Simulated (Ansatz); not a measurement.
Geometry relaxation of W (part 1 of 3)

The run: geometry relaxation of W (defect cell, 26 atoms in the cell). Method and program: DFT PBE, scalar-relativistic, plane waves, PAW, no spin polarisation (Ansatz 0.2.0).

The structure derives from an entry of the Crystallography Open Database. It belongs to a series of runs on one base structure; here: atom 1 (W) set half-way to the vacancy, atoms relaxed in the symmetry of that start.

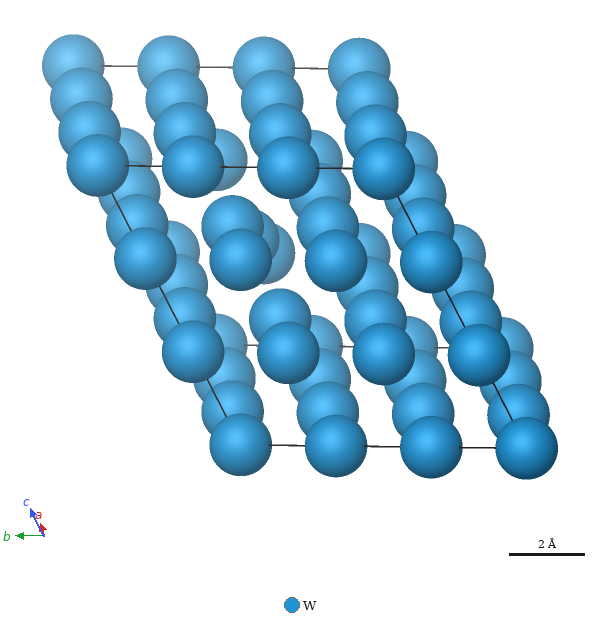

Figure 1. The input geometry (spheres-only view of the cell of the calculation, seen at an oblique angle).

### Results in brief

- outcome: converged
- electrons treated: 364
- free energy: −269990.7540 eV
- Fermi energy: 20.451 eV
- gap on the k-point mesh: none (metallic)
- pressure: −4.48 GPa
- final volume: 444.10 Å³
- largest force (length of the vector) at the end: 0.022 eV/Å
- hardware: 4 threads of Intel Xeon @ 2.30GHz, 28 GiB of memory available, shared host
- wall time: 2.6 min (CPU time 9.8 min)
- peak memory: 2 GiB

### Notes

Notes on the run: the SCF threshold is looser than advised for the printed stress. Spin–orbit coupling is left out, which matters for W.

### The input
```yaml
crystal:
  lattice:
    - [-6.0555093448, 0.0, -6.0555093448]
    - [0.0, -6.0555093448, -6.0555093448]
    - [-6.0555093448, -6.0555093448, 0.0]
  atoms:
    - { symbol: W, position: [0.6666666667, 0.6666666667, 0.5] }
    - { symbol: W, position: [0.6666666667, 0.6666666667, 0.0] }
    - { symbol: W, position: [0.3333333333, 0.6666666667, 0.6666666667] }
    - { symbol: W, position: [0.3333333333, 0.6666666667, 0.3333333333] }
    - { symbol: W, position: [0.3333333333, 0.6666666667, 0.0] }
    - { symbol: W, position: [0.0, 0.6666666667, 0.6666666667] }
    - { symbol: W, position: [0.0, 0.6666666667, 0.3333333333] }
    - { symbol: W, position: [0.0, 0.6666666667, 0.0] }
    - { symbol: W, position: [0.6666666667, 0.3333333333, 0.6666666667] }
    - { symbol: W, position: [0.6666666667, 0.3333333333, 0.3333333333] }
    - { symbol: W, position: [0.6666666667, 0.3333333333, 0.0] }
    - { symbol: W, position: [0.3333333333, 0.3333333333, 0.6666666667] }
    - { symbol: W, position: [0.3333333333, 0.3333333333, 0.3333333333] }
    - { symbol: W, position: [0.3333333333, 0.3333333333, 0.0] }
    - { symbol: W, position: [0.0, 0.3333333333, 0.6666666667] }
    - { symbol: W, position: [0.0, 0.3333333333, 0.3333333333] }
    - { symbol: W, position: [0.0, 0.3333333333, 0.0] }
    - { symbol: W, position: [0.6666666667, 0.0, 0.6666666667] }
    - { symbol: W, position: [0.6666666667, 0.0, 0.3333333333] }
    - { symbol: W, position: [0.6666666667, 0.0, 0.0] }
    - { symbol: W, position: [0.3333333333, 0.0, 0.6666666667] }
    - { symbol: W, position: [0.3333333333, 0.0, 0.3333333333] }
    - { symbol: W, position: [0.3333333333, 0.0, 0.0] }
    - { symbol: W, position: [0.0, 0.0, 0.6666666667] }
    - { symbol: W, position: [0.0, 0.0, 0.3333333333] }
    - { symbol: W, position: [0.0, 0.0, 0.0] }
basis:
  ecutwfc: 420
kpoints:
  mp_grid: { grid: [4, 4, 4] }
hamiltonian:
  xc: pbe
scf:
  occupations: { method: gaussian, width: 0.1 }
output:
  forces: true
  stress: true
  eigenvalues: true
relax:
  adjacent_minimum: "off"
  f_tol: 0.02
  max_steps: 60
  escape_saddle: false
```

Command:
```bash
ansatz run input.yaml --threads 4 --pin off --max-ram 2560MiB --backend cpu --events-out ev --progress --plain --runs-dir out
```

### What the program printed
```
Warning: output.stress: scf.convergence.dr2_threshold = 1e-7 eV (the SCF's general default) is looser than the 2.6e-9 eV advised for a printed stress (1e-10 eV for each atom of the cell: 26). What an SCF threshold leaves in a stress goes as its square root, and in the free energy as the threshold itself, and one threshold admits the most on a small cell: of the crystals measured, under no hybrid functional and no lock of the moments, on runs that ended without the residual-converged pass, on stresses that held no estimate of that error, the worst erred by over 100 MPa in a component at 1e-7 eV an atom and by under 5 at 1e-10. Every solve of this run answers to scf.convergence.dr2_threshold, and the tensor of one is reported: a single SCF on the reported geometry and on this run's grids (its basis.xc_grid and basis.ecutrho_ratio typed), with scf.convergence.dr2_threshold at 2.6e-9 eV or tighter, prints it and tightens no other solve. Else set scf.convergence.dr2_threshold to 2.6e-9 eV or tighter. The threshold is an SCF's pass mark: one that does not reach it within its budget of iterations ends unconverged, or closes short of it on a stop that the run arms, and scf.convergence.dr2_threshold's page says what that costs each kind of run
Engine: ansatz 0.2.0, x86_64-unknown-linux-gnu
Pseudopotentials: kind: paw
Pseudopotential: W, paw, valence charge 14, recommended cutoff 420 eV (normal), W.paw.azcp
Functional definition: PBE
  parameter kappa = 0.804
  parameter beta = 0.06672455060314922
  exchange = pbe_x(kappa = kappa, mu = beta*pi^2/3)
  correlation = pbe_c(beta = beta)
Crystal: 26 atoms, lattice volume = 444.101 Å³
Basis set: ecut = 420 eV, 8657 PW (Γ), exchange–correlation on 120×120×120 points (8 copies of the dense FFT grid, shifted against one another)
Bands: 219, of which v1, the nominal top of the filled ones, is band 182 counted from 1 (181 counted from 0)
Symmetry: 8 space group operations
Space group: Immm (ITA 71), of the structure as read, at distance tolerance 7.6e-5 Å
k-points: 18 of 64
Non-local potential: W, projectors of the file, l = 0: 3, l = 1: 2, l = 2: 2, l = 3: 1
PAW form: soft (Blöchl's): semilocal exchange-correlation on the pseudo side does not see the compensation charge
PAW one-centre angular grid: W, 590 points (default); XC on 64 Gauss nodes
Initial density: superposition of atomic densities (neutral atoms: chi_scale 0, normalization atom), corrected by the library's trained network
Initial wavefunctions: pseudopotential atomic-orbital guess
Functional: x = pbe(κ = 0.804, μ = 0.2195149727645171), c = pbe(β = 0.06672455060314922)
SCF iter   1: F=—  HF=-269988.873254 eV  |F-HF|=—  |Δ(HF+E_count)|=         —  Δρ=5.99e-3  dr2=1.95e-1  ethr=1.77e-3  ⟨swp⟩=4.2  Hψ=14471  notcnv=0
preconditioner: auto → Kerker (q_TF=auto, 2.639 Å⁻¹)  [metal: Δε(μ)=0.012 eV  Ē_g=4.315 eV  σ=0.100 eV  W_gap=0.07  n_scr=136 (ndim 8)  ℏωp=22.0 eV  f_vac=0.000  D(μ)=23.69/eV (n_scr^D=228)]
SCF iter   2: F=—  HF=-269988.848662 eV  |F-HF|=—  |Δ(HF+E_count)|=   2.46e-2  Δρ=3.34e-3  dr2=5.97e-2  ethr=5.35e-5  ⟨swp⟩=1.1  Hψ=4539  notcnv=0  defer=1
SCF iter   3: F=—  HF=-269988.840381 eV  |F-HF|=—  |Δ(HF+E_count)|=   8.28e-3  Δρ=4.00e-4  dr2=8.00e-4  ethr=1.64e-5  ⟨swp⟩=2.0  Hψ=4856  notcnv=0  defer=1
SCF iter   4: F=—  HF=-269988.841159 eV  |F-HF|=—  |Δ(HF+E_count)|=   7.78e-4  Δρ=7.10e-5  dr2=3.85e-5  ethr=2.20e-7  ⟨swp⟩=2.0  Hψ=4938  notcnv=0  defer=1
iter 5 did not close the SCF: its close was put off for the readings that it lacked (scf_convergence_deferred on its scf_iter line)
SCF iter   5: F=-269988.841154 eV  HF=-269988.841155 eV  |F-HF|=1.02e-6  |Δ(HF+E_count)|=   4.52e-6  Δρ=1.99e-5  dr2=2.18e-6  ethr=1.06e-8  ⟨swp⟩=2.0  Hψ=4955  notcnv=0  defer=1
SCF iter   6: F=-269988.841154 eV  HF=-269988.841154 eV  |F-HF|=8.22e-8  |Δ(HF+E_count)|=   2.82e-7  Δρ=4.70e-6  dr2=1.80e-7  ethr=5.98e-10  ⟨swp⟩=7.1  Hψ=13560  notcnv=0
SCF 1 converged in 6 iterations: F = -269988.841154 eV  dr2 = 1.80e-7
  greatest PAW one-centre occupation: 1.000 electrons in one spin orbital (limit 2), on the W atom at site 1 (counted from 0), in its partial waves of l = 0
relax step   1: F+E_penalty+E_count = -269988.84115430 eV  Δ(F+E_penalty+E_count) = +0.000e0 eV  max|allowed force component| = 1.063e0 eV/Å  Δτ_max = 0.0000 Å  (6 SCF iters, dr2 threshold 1.00e-5 eV, accepted)
Initial density: handed on by an earlier stage of this run
Initial wavefunctions: those handed on with the density
iter 1 solved again at ethr=2.23e-3 eV; its pass at ethr=3.10e-3 eV (dr2=8.13e0 eV) is discarded
SCF iter   1: F=—  HF=-269990.459925 eV  |F-HF|=—  |Δ(HF+E_count)|=         —  Δρ=2.53e-2  dr2=8.16e0  ethr=2.23e-3  ⟨swp⟩=1.0  Hψ=14321  notcnv=0  defer=173
preconditioner: auto → Kerker (q_TF=auto, 2.639 Å⁻¹)  [metal: Δε(μ)=0.005 eV  Ē_g=4.338 eV  σ=0.100 eV  W_gap=0.03  n_scr=136 (ndim 8)  ℏωp=22.0 eV  f_vac=0.000  D(μ)=27.92/eV (n_scr^D=282)]
SCF iter   2: F=—  HF=-269989.903479 eV  |F-HF|=—  |Δ(HF+E_count)|=   5.56e-1  Δρ=1.40e-2  dr2=2.49e0  ethr=2.23e-3  ⟨swp⟩=1.0  Hψ=3503  notcnv=0  defer=173
SCF iter   3: F=—  HF=-269989.650282 eV  |F-HF|=—  |Δ(HF+E_count)|=   2.53e-1  Δρ=1.79e-3  dr2=2.58e-2  ethr=6.84e-4  ⟨swp⟩=2.1  Hψ=4907  notcnv=0  defer=347
SCF iter   4: F=—  HF=-269989.647423 eV  |F-HF|=—  |Δ(HF+E_count)|=   2.86e-3  Δρ=3.58e-4  dr2=1.63e-3  ethr=7.08e-6  ⟨swp⟩=2.0  Hψ=5424  notcnv=0  defer=439
SCF iter   5: F=—  HF=-269989.647215 eV  |F-HF|=—  |Δ(HF+E_count)|=   2.07e-4  Δρ=1.27e-4  dr2=1.52e-4  ethr=4.48e-7  ⟨swp⟩=2.0  Hψ=4785  notcnv=0  defer=439
SCF iter   6: F=-269989.647184 eV  HF=-269989.647188 eV  |F-HF|=3.86e-6  |Δ(HF+E_count)|=   2.71e-5  Δρ=3.54e-5  dr2=9.47e-6  ethr=1.94e-8  ⟨swp⟩=10.1  Hψ=16491  notcnv=0
SCF 2 converged in 6 iterations: F = -269989.647184 eV  dr2 = 9.47e-6
  greatest PAW one-centre occupation: 1.000 electrons in one spin orbital (limit 2), on the W atom at site 23 (counted from 0), in its partial waves of l = 0
relax step   2: F+E_penalty+E_count = -269989.64718440 eV  Δ(F+E_penalty+E_count) = -8.060e-1 eV  max|allowed force component| = 1.446e0 eV/Å  Δτ_max = 0.1950 Å  (6 SCF iters, dr2 threshold 7.06e-5 eV, accepted)
iter 1 solved again at ethr=8.05e-4 eV; its pass at ethr=3.10e-3 eV (dr2=2.93e0 eV) is discarded
SCF iter   1: F=—  HF=-269990.850285 eV  |F-HF|=—  |Δ(HF+E_count)|=         —  Δρ=1.67e-2  dr2=3.00e0  ethr=8.05e-4  ⟨swp⟩=1.0  Hψ=13523  notcnv=0  defer=163
preconditioner: auto → Kerker (q_TF=auto, 2.639 Å⁻¹)  [metal: Δε(μ)=0.011 eV  Ē_g=4.340 eV  σ=0.100 eV  W_gap=0.06  n_scr=136 (ndim 8)  ℏωp=22.0 eV  f_vac=0.000  D(μ)=27.09/eV (n_scr^D=282)]
SCF iter   2: F=—  HF=-269990.657308 eV  |F-HF|=—  |Δ(HF+E_count)|=   1.93e-1  Δρ=9.54e-3  dr2=9.42e-1  ethr=8.05e-4  ⟨swp⟩=1.0  Hψ=3510  notcnv=0  defer=163
SCF iter   3: F=—  HF=-269990.566625 eV  |F-HF|=—  |Δ(HF+E_count)|=   9.07e-2  Δρ=1.16e-3  dr2=6.53e-3  ethr=2.59e-4  ⟨swp⟩=2.0  Hψ=4496  notcnv=0  defer=163
SCF iter   4: F=—  HF=-269990.567136 eV  |F-HF|=—  |Δ(HF+E_count)|=   5.12e-4  Δρ=1.81e-4  dr2=2.73e-4  ethr=1.79e-6  ⟨swp⟩=2.1  Hψ=7233  notcnv=0  defer=432
iter 5 did not close the SCF: its close was put off for the readings that it lacked (scf_convergence_deferred on its scf_iter line)
SCF iter   5: F=-269990.567112 eV  HF=-269990.567117 eV  |F-HF|=5.43e-6  |Δ(HF+E_count)|=   1.90e-5  Δρ=4.96e-5  dr2=1.20e-5  ethr=7.51e-8  ⟨swp⟩=2.0  Hψ=6835  notcnv=0  defer=432
SCF iter   6: F=-269990.567116 eV  HF=-269990.567116 eV  |F-HF|=1.85e-7  |Δ(HF+E_count)|=   1.61e-6  Δρ=1.06e-5  dr2=5.34e-7  ethr=3.29e-9  ⟨swp⟩=8.7  Hψ=13097  notcnv=0
SCF 3 converged in 6 iterations: F = -269990.567116 eV  dr2 = 5.34e-7
relax step   3: F+E_penalty+E_count = -269990.56711563 eV  Δ(F+E_penalty+E_count) = -9.199e-1 eV  max|allowed force component| = 4.145e-1 eV/Å  Δτ_max = 0.1707 Å  (6 SCF iters, dr2 threshold 1.00e-4 eV, accepted)
iter 1 solved again at ethr=3.40e-4 eV; its pass at ethr=3.10e-3 eV (dr2=1.24e0 eV) is discarded
SCF iter   1: F=—  HF=-269990.682321 eV  |F-HF|=—  |Δ(HF+E_count)|=         —  Δρ=1.73e-2  dr2=1.24e0  ethr=3.40e-4  ⟨swp⟩=1.1  Hψ=14026  notcnv=0  defer=251
preconditioner: auto → Kerker (q_TF=auto, 2.639 Å⁻¹)  [metal: Δε(μ)=0.020 eV  Ē_g=4.368 eV  σ=0.100 eV  W_gap=0.11  n_scr=136 (ndim 8)  ℏωp=22.0 eV  f_vac=0.000  D(μ)=24.44/eV (n_scr^D=258)]
SCF iter   2: F=—  HF=-269990.578805 eV  |F-HF|=—  |Δ(HF+E_count)|=   1.04e-1  Δρ=1.00e-2  dr2=3.94e-1  ethr=3.40e-4  ⟨swp⟩=1.0  Hψ=3505  notcnv=0  defer=251
SCF iter   3: F=—  HF=-269990.531411 eV  |F-HF|=—  |Δ(HF+E_count)|=   4.74e-2  Δρ=1.06e-3  dr2=4.62e-3  ethr=1.08e-4  ⟨swp⟩=2.0  Hψ=4673  notcnv=0  defer=251
SCF iter   4: F=—  HF=-269990.532298 eV  |F-HF|=—  |Δ(HF+E_count)|=   8.87e-4  Δρ=1.54e-4  dr2=1.44e-4  ethr=1.27e-6  ⟨swp⟩=2.8  Hψ=7773  notcnv=0  defer=428
iter 5 did not close the SCF: its close was put off for the readings that it lacked (scf_convergence_deferred on its scf_iter line)
SCF iter   5: F=-269990.532277 eV  HF=-269990.532284 eV  |F-HF|=6.93e-6  |Δ(HF+E_count)|=   1.45e-5  Δρ=4.23e-5  dr2=1.32e-5  ethr=3.96e-8  ⟨swp⟩=2.0  Hψ=4778  notcnv=0  defer=428
SCF iter   6: F=-269990.532281 eV  HF=-269990.532281 eV  |F-HF|=6.37e-7  |Δ(HF+E_count)|=   2.55e-6  Δρ=1.06e-5  dr2=1.11e-6  ethr=3.63e-9  ⟨swp⟩=9.3  Hψ=16259  notcnv=0
SCF 4 converged in 6 iterations: F = -269990.532281 eV  dr2 = 1.11e-6
relax step   4: F+E_penalty+E_count = -269990.53228055 eV  Δ(F+E_penalty+E_count) = +3.484e-2 eV  max|allowed force component| = 7.661e-1 eV/Å  Δτ_max = 0.2000 Å  (6 SCF iters, dr2 threshold 1.41e-5 eV, rejected (line search))
SCF iter   1: F=—  HF=-269990.780086 eV  |F-HF|=—  |Δ(HF+E_count)|=         —  Δρ=1.13e-2  dr2=5.03e-1  ethr=1.47e-3  ⟨swp⟩=4.9  Hψ=8884  notcnv=0  defer=73
preconditioner: auto → Kerker (q_TF=auto, 2.639 Å⁻¹)  [metal: Δε(μ)=0.001 eV  Ē_g=4.350 eV  σ=0.100 eV  W_gap=0.01  n_scr=136 (ndim 8)  ℏωp=22.0 eV  f_vac=0.000  D(μ)=25.32/eV (n_scr^D=258)]
SCF iter   2: F=—  HF=-269990.734249 eV  |F-HF|=—  |Δ(HF+E_count)|=   4.58e-2  Δρ=6.60e-3  dr2=1.67e-1  ethr=1.38e-4  ⟨swp⟩=1.1  Hψ=4543  notcnv=0  defer=100
SCF iter   3: F=—  HF=-269990.715769 eV  |F-HF|=—  |Δ(HF+E_count)|=   1.85e-2  Δρ=6.47e-4  dr2=1.76e-3  ethr=4.59e-5  ⟨swp⟩=2.0  Hψ=4609  notcnv=0  defer=100
SCF iter   4: F=—  HF=-269990.715804 eV  |F-HF|=—  |Δ(HF+E_count)|=   3.51e-5  Δρ=1.41e-4  dr2=1.29e-4  ethr=4.84e-7  ⟨swp⟩=2.4  Hψ=6286  notcnv=0  defer=100
SCF iter   5: F=—  HF=-269990.715791 eV  |F-HF|=—  |Δ(HF+E_count)|=   1.29e-5  Δρ=3.42e-5  dr2=8.92e-6  ethr=3.55e-8  ⟨swp⟩=2.1  Hψ=4710  notcnv=0  defer=100
SCF iter   6: F=—  HF=-269990.716786 eV  |F-HF|=—  |Δ(HF+E_count)|=   9.95e-4  Δρ=8.20e-6  dr2=6.93e-7  ethr=2.45e-9  ⟨swp⟩=2.0  Hψ=4985  notcnv=0  defer=126
SCF iter   7: F=-269990.716786 eV  HF=-269990.716786 eV  |F-HF|=1.32e-8  |Δ(HF+E_count)|=   1.10e-7  Δρ=2.00e-6  dr2=2.89e-8  ethr=2.75e-11  ⟨swp⟩=10.8  Hψ=16260  notcnv=0
SCF 5 converged in 7 iterations: F = -269990.716786 eV  dr2 = 2.89e-8
relax step   5: F+E_penalty+E_count = -269990.71678591 eV  Δ(F+E_penalty+E_count) = -1.497e-1 eV  max|allowed force component| = 2.378e-1 eV/Å  Δτ_max = 0.0809 Å  (7 SCF iters, accepted)
SCF iter   1: F=—  HF=-269990.732181 eV  |F-HF|=—  |Δ(HF+E_count)|=         —  Δρ=8.60e-3  dr2=2.38e-1  ethr=7.85e-4  ⟨swp⟩=4.2  Hψ=8220  notcnv=0  defer=250
preconditioner: auto → Kerker (q_TF=auto, 2.639 Å⁻¹)  [metal: Δε(μ)=0.019 eV  Ē_g=4.366 eV  σ=0.100 eV  W_gap=0.11  n_scr=136 (ndim 8)  ℏωp=22.0 eV  f_vac=0.000  D(μ)=24.67/eV (n_scr^D=258)]
SCF iter   2: F=—  HF=-269990.711101 eV  |F-HF|=—  |Δ(HF+E_count)|=   2.11e-2  Δρ=5.06e-3  dr2=8.25e-2  ethr=6.54e-5  ⟨swp⟩=1.0  Hψ=4536  notcnv=0  defer=251
SCF iter   3: F=—  HF=-269990.700235 eV  |F-HF|=—  |Δ(HF+E_count)|=   1.09e-2  Δρ=4.99e-4  dr2=8.91e-4  ethr=2.27e-5  ⟨swp⟩=2.0  Hψ=4702  notcnv=0  defer=251
SCF iter   4: F=—  HF=-269990.701211 eV  |F-HF|=—  |Δ(HF+E_count)|=   9.77e-4  Δρ=1.30e-4  dr2=5.79e-5  ethr=2.45e-7  ⟨swp⟩=2.6  Hψ=5878  notcnv=0  defer=251
iter 5 did not close the SCF: its close was put off for the readings that it lacked (scf_convergence_deferred on its scf_iter line)
SCF iter   5: F=-269990.701209 eV  HF=-269990.701210 eV  |F-HF|=6.80e-7  |Δ(HF+E_count)|=   1.44e-6  Δρ=2.38e-5  dr2=2.18e-6  ethr=1.59e-8  ⟨swp⟩=2.0  Hψ=4906  notcnv=0  defer=251
SCF iter   6: F=-269990.701210 eV  HF=-269990.701210 eV  |F-HF|=7.22e-8  |Δ(HF+E_count)|=   1.45e-7  Δρ=4.92e-6  dr2=1.46e-7  ethr=5.99e-10  ⟨swp⟩=8.2  Hψ=15337  notcnv=0
SCF 6 converged in 6 iterations: F = -269990.701210 eV  dr2 = 1.46e-7
relax step   6: F+E_penalty+E_count = -269990.70120976 eV  Δ(F+E_penalty+E_count) = +1.558e-2 eV  max|allowed force component| = 2.240e-1 eV/Å  Δτ_max = 0.1000 Å  (6 SCF iters, dr2 threshold 4.65e-6 eV, rejected (line search))
SCF iter   1: F=—  HF=-269990.763233 eV  |F-HF|=—  |Δ(HF+E_count)|=         —  Δρ=4.64e-3  dr2=9.42e-2  ethr=1.81e-4  ⟨swp⟩=4.0  Hψ=7336  notcnv=0  defer=438
preconditioner: auto → Kerker (q_TF=auto, 2.639 Å⁻¹)  [metal: Δε(μ)=0.005 eV  Ē_g=4.358 eV  σ=0.100 eV  W_gap=0.03  n_scr=136 (ndim 8)  ℏωp=22.0 eV  f_vac=0.000  D(μ)=24.48/eV (n_scr^D=258)]
SCF iter   2: F=—  HF=-269990.756461 eV  |F-HF|=—  |Δ(HF+E_count)|=   6.77e-3  Δρ=2.71e-3  dr2=3.06e-2  ethr=2.59e-5  ⟨swp⟩=1.0  Hψ=4536  notcnv=0  defer=438
SCF iter   3: F=—  HF=-269990.752947 eV  |F-HF|=—  |Δ(HF+E_count)|=   3.51e-3  Δρ=2.65e-4  dr2=2.84e-4  ethr=8.40e-6  ⟨swp⟩=2.0  Hψ=4627  notcnv=0  defer=438
SCF iter   4: F=—  HF=-269990.752933 eV  |F-HF|=—  |Δ(HF+E_count)|=   1.42e-5  Δρ=5.37e-5  dr2=1.30e-5  ethr=7.81e-8  ⟨swp⟩=2.6  Hψ=6149  notcnv=0  defer=438
SCF iter   5: F=—  HF=-269990.753966 eV  |F-HF|=—  |Δ(HF+E_count)|=   1.03e-3  Δρ=1.19e-5  dr2=6.61e-7  ethr=3.57e-9  ⟨swp⟩=2.0  Hψ=4848  notcnv=0  defer=438
SCF iter   6: F=-269990.753966 eV  HF=-269990.753966 eV  |F-HF|=2.31e-8  |Δ(HF+E_count)|=   8.73e-8  Δρ=2.57e-6  dr2=4.38e-8  ethr=2.75e-11  ⟨swp⟩=11.3  Hψ=16387  notcnv=0
SCF 7 converged in 6 iterations: F = -269990.753966 eV  dr2 = 4.38e-8
relax step   7: F+E_penalty+E_count = -269990.75396621 eV  Δ(F+E_penalty+E_count) = -3.718e-2 eV  max|allowed force component| = 1.993e-2 eV/Å  Δτ_max = 0.0500 Å  (6 SCF iters, accepted)
```

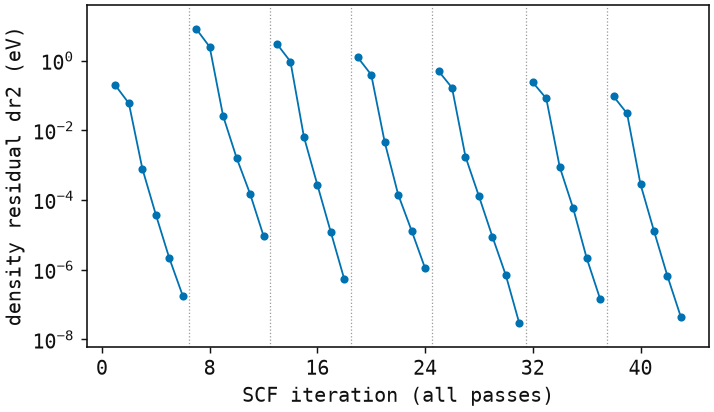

Figure 2. Convergence of the self-consistent field: density residual dr2 against the SCF iteration. The dotted lines part the SCF passes of the relaxation: geometry steps, rejected trials and re-solves on a re-selected basis. The 7 passes take 6 to 7 iterations each, 43 in all.
